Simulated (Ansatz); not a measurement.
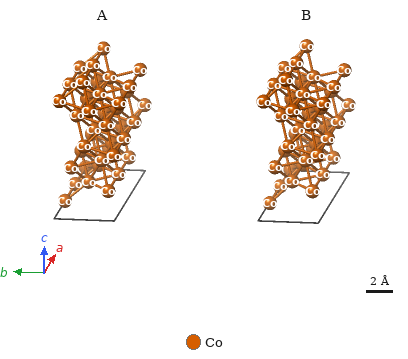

Two geometries of a slab of composition Co (cut from the P6_3/mmc phase), drawn at one scale. One is the start of a relaxation, the other its converged end. The picture is a ball-and-stick view of the 3 × 1 repeat of the cell, outlined in the plane, without the vacuum, seen from a free direction.

The calculation used DFT PBEsol, scalar-relativistic, plane waves, PAW in Ansatz. (plane-wave cutoff 420 eV; k-point mesh 14 × 8 × 1; occupations gaussian; smearing width 0.1 eV; collinear spin; dipole correction; atoms relaxed in a fixed cell; force threshold 0.02 eV/Å; at most 60 steps)

Question: Which geometry has the lower energy?

Answer: Structure A is the relaxed one. Case: (1 0 1) slab, atoms relaxed. The slab is the (1 0 1) face of Co. After 3 accepted moves (4 points after the start) the energy has fallen by 0.281 eV per cell of the calculation. Largest force component: 1.3 eV/Å at the start, 0.011 eV/Å at the end. The line search rejected the trial step at point 3 of the run. The largest moves relative to the layer's centre, 0.21 Å, are those of Co atoms. The lattice vectors keep their values. Near-neighbour distances that change, for instance: Co–Co 2.456 → 2.310 Å, Co–Co 2.439 → 2.351 Å, Co–Co 2.439 → 2.494 Å, Co–Co 2.439 → 2.408 Å. Bond angles that change, for instance: Co–Co–Co 90.0° → 97.4°, Co–Co–Co 59.8° → 64.7°, Co–Co–Co 60.0° → 64.2°.
